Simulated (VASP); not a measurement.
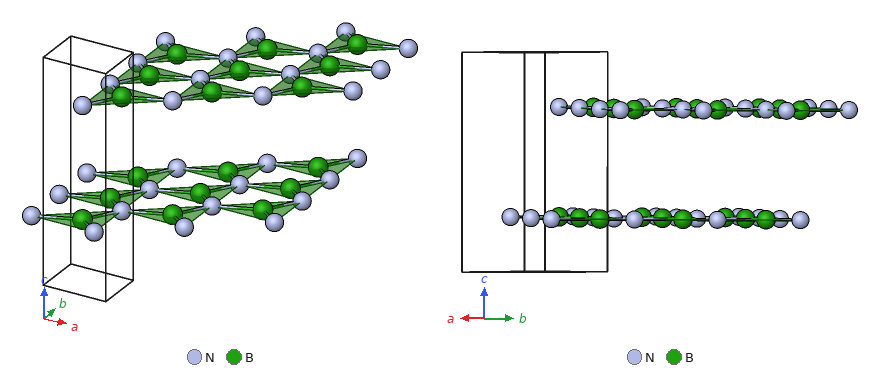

Polyhedra are drawn about B (bonds: B–N below 1.6 Å); other atoms are plain spheres. Two views of the same piece.

BN (space group P6_3/mmc, No. 194): the end point of a relaxation with VASP Kohn-Sham DFT of a periodic cell, PBEsol with D3(BJ), VASP PAW PBE potentials, recommended in VASP.

Question: What figure surrounds each B atom, and what does it share with the other drawn polyhedra?

Answer: B: BN3 triangle, sharing corners with six neighbours.

Question: What is the connectivity of the polyhedra: isolated, groups, chains, layers or framework?

Answer: They form layers of corner-sharing triangles parallel to (001).

Question: How far apart are the centres of linked polyhedra?

Answer: Centre to centre across a shared corner: 2.50 Å.
